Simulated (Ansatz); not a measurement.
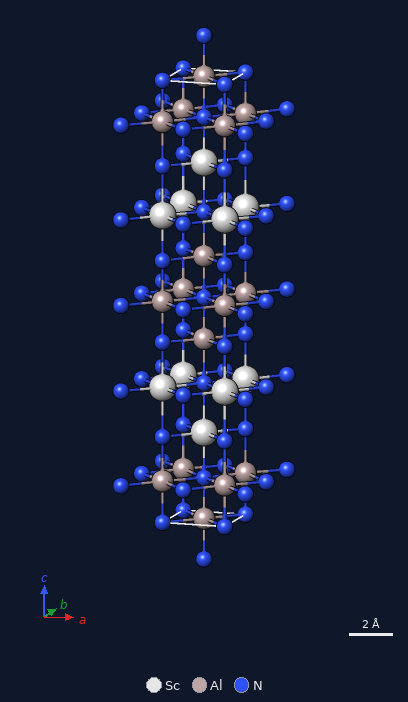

The structure (ball-and-stick view of the cell 2 times as large as that of the calculation, set on its symmetry axes, seen slightly off an axis; bonded neighbours outside the cell are drawn too). An atom can appear more than once, as a periodic image.

Single-point calculation, with input and output: Sc$_{2}$Al$_{3}$N$_{5}$

The run: single-point calculation of Sc$_{2}$Al$_{3}$N$_{5}$ (10 atoms in the cell). Method and program: DFT, PBE, plane waves, PAW, no spin polarisation (Ansatz 0.2.0).

The structure was made by a generator, so it may or may not be a known phase.

Output
```
Warning: basis.ecutwfc = 350 eV is below the records' recommended 420 eV, and the density's cutoff is lower with it unless basis.ecutrho_ratio is high enough to keep the records' density cutoff: compare with a run at a higher cutoff
Warning: scf.convergence.dr2_threshold = 1e-6 eV is looser than this run's default, which is 1e-7 eV or tighter. The error in the forces grows as the threshold's square root, so leave the key out unless less accurate forces are enough
Warning: output.stress: scf.convergence.dr2_threshold = 1e-6 eV is looser than the 1e-9 eV advised for a printed stress (1e-10 eV for each atom of the cell: 10). What an SCF threshold leaves in a stress goes as its square root, and in the free energy as the threshold itself, and one threshold admits the most on a small cell: of the crystals measured, under no hybrid functional and no lock of the moments, on runs that ended without the residual-converged pass, on stresses that held no estimate of that error, the worst erred by over 100 MPa in a component at 1e-7 eV an atom and by under 5 at 1e-10. Set scf.convergence.dr2_threshold to 1e-9 eV or tighter. The threshold is an SCF's pass mark: one that does not reach it within its budget of iterations ends unconverged, or closes short of it on a stop that the run arms, and scf.convergence.dr2_threshold's page says what that costs each kind of run
basis.fft_grid_basis auto: the FFT boxes are laid along the combinations [[1, 0, 1], [0, 1, 1], [0, 0, 1]] of the cell's own vectors, 3.057, 3.057 and 10.728 Å long. The dense box has 20×20×72 points. Along the cell's own vectors, as sized, it would have 72×72×72, 12.96 times as many. Of the 16 symmetry operations that the crystal satisfies within crystal.symmetry.tolerance (time reversal apart; of a slab, those that keep its plane) the dense box along the cell's own vectors carries 16, and the one as laid loses 12 of those. basis.fft_grid_basis: typed keeps the cell's own vectors: state it where this run's energies or levels are differenced outside the engine with another run's, or held beside a run that keeps those vectors.
Engine: ansatz 0.2.0, x86_64-unknown-linux-gnu
Pseudopotentials: kind: paw
Pseudopotential: Sc, paw, valence charge 11, recommended cutoff 420 eV (normal), Sc.paw.azcp
Pseudopotential: Al, paw, valence charge 3, recommended cutoff 420 eV (normal), Al.paw.azcp
Pseudopotential: N, paw, valence charge 5, recommended cutoff 420 eV (normal), N.paw.azcp
Functional definition: PBE
  parameter kappa = 0.804
  parameter beta = 0.06672455060314922
  exchange = pbe_x(kappa = kappa, mu = beta*pi^2/3)
  correlation = pbe_c(beta = beta)
Crystal: 10 atoms, lattice volume = 98.192 Å³
Basis set: ecut = 350 eV, 1469 PW (Γ), FFT grids on a1+a3, a2+a3, a3, exchange–correlation on 40×40×144 points (8 copies of the dense FFT grid, shifted against one another)
Bands: 38, of which v1, the nominal top of the filled ones, is band 28 counted from 1 (27 counted from 0)
Symmetry: 16 space group operations
Space group: I4/mmm (ITA 139), of the structure as read, at distance tolerance 4.6e-5 Å
k-points: 349 of 4096
Non-local potential: Sc, projectors of the file, l = 0: 3, l = 1: 2, l = 2: 3, l = 3: 1
Non-local potential: Al, projectors of the file, l = 0: 2, l = 1: 2, l = 2: 1
Non-local potential: N, projectors of the file, l = 0: 2, l = 1: 2, l = 2: 1
PAW form: soft (Blöchl's): semilocal exchange-correlation on the pseudo side does not see the compensation charge
PAW one-centre angular grid: Sc, 590 points (default); XC on 64 Gauss nodes
PAW one-centre angular grid: Al, 110 points (default); XC on 64 Gauss nodes
PAW one-centre angular grid: N, 110 points (default); XC on 64 Gauss nodes
Initial density: superposition of atomic densities (neutral atoms: chi_scale 0, normalization atom), corrected by the library's trained network
Initial wavefunctions: pseudopotential atomic-orbital guess
Functional: x = pbe(κ = 0.804, μ = 0.2195149727645171), c = pbe(β = 0.06672455060314922)
SCF iter   1: F=—  HF=-7817.701450 eV  |F-HF|=—  |Δ(HF+E_count)|=         —  Δρ=3.85e-3  dr2=3.72e-2  ethr=1.77e-3  ⟨swp⟩=7.0  Hψ=60897  notcnv=0  defer=45
preconditioner: auto → Resta (q_TF=auto, 2.485 Å⁻¹)  ε∞=5.9  [insulator: Δε(μ)=0.351 eV  Ē_g=10.724 eV  σ=0.010 eV  W_gap=1.00  n_scr=24 (ndim 8)  ℏωp=23.7 eV  f_vac=0.000  D(μ)=0.00/eV (n_scr^D=0)  ε∞_Penn≈5.9]
SCF iter   2: F=—  HF=-7817.697816 eV  |F-HF|=—  |Δ(HF+E_count)|=   3.63e-3  Δρ=2.03e-3  dr2=9.28e-3  ethr=6.64e-5  ⟨swp⟩=2.4  Hψ=18495  notcnv=0  defer=1057
SCF iter   3: F=—  HF=-7817.697382 eV  |F-HF|=—  |Δ(HF+E_count)|=   4.34e-4  Δρ=9.80e-4  dr2=1.18e-3  ethr=1.66e-5  ⟨swp⟩=2.7  Hψ=19249  notcnv=0  defer=855
automatic band count: iteration 3 solves 37 bands in place of 38: the levels show a gap, and the empty bands left out lie too high to hold charge; the band table lists the bands solved (type scf.n_extra_bands for more)
SCF iter   4: F=—  HF=-7817.697168 eV  |F-HF|=—  |Δ(HF+E_count)|=   2.14e-4  Δρ=3.83e-4  dr2=1.09e-4  ethr=2.11e-6  ⟨swp⟩=2.0  Hψ=20410  notcnv=0  defer=855
SCF iter   5: F=—  HF=-7817.697272 eV  |F-HF|=—  |Δ(HF+E_count)|=   1.04e-4  Δρ=8.70e-5  dr2=6.03e-6  ethr=1.94e-7  ⟨swp⟩=2.0  Hψ=18223  notcnv=0  defer=855
SCF iter   6: F=-7817.697271 eV  HF=-7817.697272 eV  |F-HF|=2.90e-7  |Δ(HF+E_count)|=   2.75e-7  Δρ=2.72e-5  dr2=6.04e-7  ethr=1.79e-9  ⟨swp⟩=8.8  Hψ=55199  notcnv=0
SCF 1 converged in 6 iterations: F = -7817.697271 eV  dr2 = 6.04e-7
  greatest PAW one-centre occupation: 0.998 electrons in one spin orbital (limit 2), on the Sc atom at site 1 (counted from 0), in its partial waves of l = 0
```

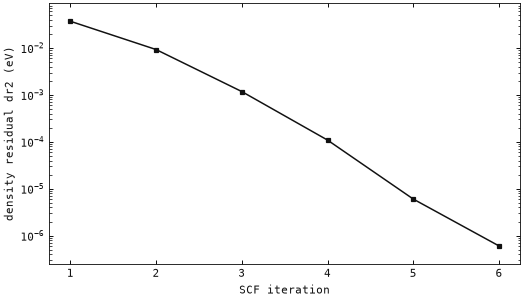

Convergence of the self-consistent field: density residual dr2 against the SCF iteration. The residual falls at every step.

```
SCF converged after 6 iterations
Free energy (F): -7817.697271 eV
Harris-Foulkes:  -7817.697272 eV  (|F-HF|=2.90e-7)
Internal energy: -7817.697271 eV  (E = F + TS)
E sigma→0 (E₀):  -7817.697271 eV
Fermi energy:    11.746364 eV
--- Per-component energies (eV) ---
  E_band       = -98.291842
  E_kinetic    = 1274.246030
  E_local      = -3188.287053  (includes V_loc(G=0)·N_el)
  E_nonlocal   = 409.717708
  E_hartree    = 1242.894575
  E_xc         = -642.046999
  E_vxc        = -745.873246  (∫ρ·V_xc dr)
  E_paw        = -3945.901916  (= ΣΔE_a)
  E_vpaw       = -333.890615  (= ΣTr[D̂ρ^β])
  E_aug_tail   = 0.000842  (compensation charges beyond the density's cutoff)
  E_ewald      = -2968.320459
  E_smearing   = -0.000000  (= −TS)
  E_closure    = -0.000000  (closes the sum)
  Σ components = -7817.697271   (vs F -7817.697271, Δ=0.00e0)
--- Forces (eV/Å), atoms counted from 1 ---
  atom   1  Sc     0.00000000     0.00000000    -0.00688508
  atom   2  Sc     0.00000000    -0.00000000     0.00688508
  atom   3  Al     0.00000000     0.00000000     0.01084633
  atom   4  Al     0.00000000     0.00000000    -0.01084633
  atom   5  Al     0.00000000     0.00000000     0.00000000
  atom   6  N      0.00000000     0.00000000    -0.00635624
  atom   7  N      0.00000000    -0.00000000     0.00635624
  atom   8  N      0.00000000     0.00000000    -0.00063689
  atom   9  N     -0.00000000     0.00000000    -0.00000000
  atom  10  N      0.00000000    -0.00000000     0.00063689
  max |Σ_I F_I| component: 2.60e-18 eV/Å
--- Stress (GPa, compression-positive) ---
        0.177520       0.000000      -0.000000
        0.000000       0.177520      -0.000000
       -0.000000      -0.000000       0.019599
  P = ⅓ Tr σ = 0.1249 GPa (1.249 kbar)
--- Band table (eV; the first three rows and the last of 349) ---
  k-point 0: bands = ["-36.4473", "-36.3825", "-15.3799", "-15.0820", "-14.9466", "-14.9466", "-14.8516", "-14.8516", "-4.8436", "-3.5639", "-2.7929", "-1.9728", "-1.4651", "5.8063", "6.9039", "8.2264", "8.3892", "8.6923", "8.6923", "9.5524", "9.5524", "10.7011", "10.7011", "10.9882", "10.9882", "11.0657", "11.5988", "11.5988", "11.8959", "12.8947", "15.1938", "15.1956", "15.1956", "15.8990", "15.9169", "16.3176", "16.4018"]
  k-point 1: bands = ["-36.4421", "-36.3797", "-15.3728", "-15.0984", "-14.9637", "-14.9500", "-14.8783", "-14.8660", "-4.7559", "-3.4878", "-2.6999", "-1.8979", "-1.4423", "5.8573", "6.7513", "7.8346", "8.1870", "8.4388", "8.8619", "9.3136", "9.8086", "10.4815", "10.5151", "10.5789", "10.6075", "10.9365", "11.0613", "11.4119", "12.5126", "13.3428", "15.0717", "15.3198", "15.4935", "16.0676", "16.3471", "16.5231", "16.7440"]
  k-point 2: bands = ["-36.4271", "-36.3716", "-15.3540", "-15.1408", "-15.0121", "-14.9602", "-14.9480", "-14.9070", "-4.4977", "-3.2692", "-2.4537", "-1.7063", "-1.3850", "5.9920", "6.4484", "7.1885", "7.7619", "7.8209", "8.7508", "9.0977", "9.5145", "9.7372", "10.0117", "10.0594", "10.3958", "10.4317", "10.6460", "11.0902", "13.5658", "14.2591", "14.7387", "15.7030", "16.1161", "16.3739", "16.6146", "16.8762", "17.0073"]
  k-point 348: bands = ["-36.4474", "-36.3825", "-15.3798", "-15.0821", "-14.9466", "-14.9466", "-14.8516", "-14.8516", "-4.8146", "-3.7325", "-2.3719", "-2.2394", "-1.4908", "5.9668", "6.9058", "7.3642", "8.6996", "8.6996", "9.5206", "9.5206", "9.8651", "10.1294", "10.6907", "10.6907", "11.1989", "11.1989", "11.3871", "11.3871", "11.8942", "12.8994", "15.2608", "15.2608", "15.2759", "15.8988", "16.3174", "16.4230", "16.6890"]
```

The run was set up as follows.

The input
```yaml
crystal:
  lattice:
    - [-1.5284433502, 1.5284433502, 10.5079405025]
    - [1.5284433502, -1.5284433502, 10.5079405025]
    - [1.5284433502, 1.5284433502, -10.5079405025]
  atoms:
    - { symbol: Sc, position: [0.305466614, 0.305466614, 0.0] }
    - { symbol: Sc, position: [0.694533386, 0.694533386, 0.0] }
    - { symbol: Al, position: [0.9063137188, 0.9063137188, 0.0] }
    - { symbol: Al, position: [0.0936862812, 0.0936862812, 0.0] }
    - { symbol: Al, position: [0.5, 0.5, 0.0] }
    - { symbol: "N", position: [0.8064071451, 0.8064071451, 0.0] }
    - { symbol: "N", position: [0.1935928549, 0.1935928549, 0.0] }
    - { symbol: "N", position: [0.5921769047, 0.5921769047, 0.0] }
    - { symbol: "N", position: [0.0, 0.0, 0.0] }
    - { symbol: "N", position: [0.4078230953, 0.4078230953, 0.0] }
basis:
  ecutwfc: "350 eV"
kpoints:
  mp_grid: { grid: [16, 16, 16] }
hamiltonian:
  xc: pbe
scf:
  occupations: { method: gaussian, width: 0.01 }
  convergence: { dr2_threshold: 1.0e-06 }
output:
  forces: true
  eigenvalues: true
  stress: true
```

Launched with:
```bash
ansatz run input.yaml --threads 4 --pin off --max-ram 8192MiB --backend cpu --events-out ev --progress --plain --runs-dir out
```

Results in brief

| quantity | value |
| --- | --- |
| outcome | converged |
| space group (tolerance 0.01 Å) | I4/mmm (139) |
| electrons treated | 56 |
| free energy | −7817.6973 eV |
| Fermi energy | 11.746 eV |
| gap on the k-point mesh | 0.30 eV |
| pressure | 0.12 GPa |
| largest force (length of the vector) | 0.011 eV/Å |
| hardware | 4 threads of Intel Xeon @ 2.50GHz (Skylake/Cascade Lake), 189 GiB of memory available, shared host |
| wall time | 28 s (CPU time 1.8 min) |
| peak memory | 0.95 GiB |

Remarks

Settings chosen away from the usual ones: basis.ecutwfc set to 350 eV (from 420); scf.convergence.dr2_threshold set to 1e-06. These settings are looser than, or depart from, a standard set-up, so the numbers are not reference values for this system. The program warns: the cutoff is below the recommended one; the SCF threshold is loose for the printed forces; the SCF threshold is looser than advised for the printed stress. So coarse a mesh can miss the band edges, so the true gap of this method can be much smaller, or zero.
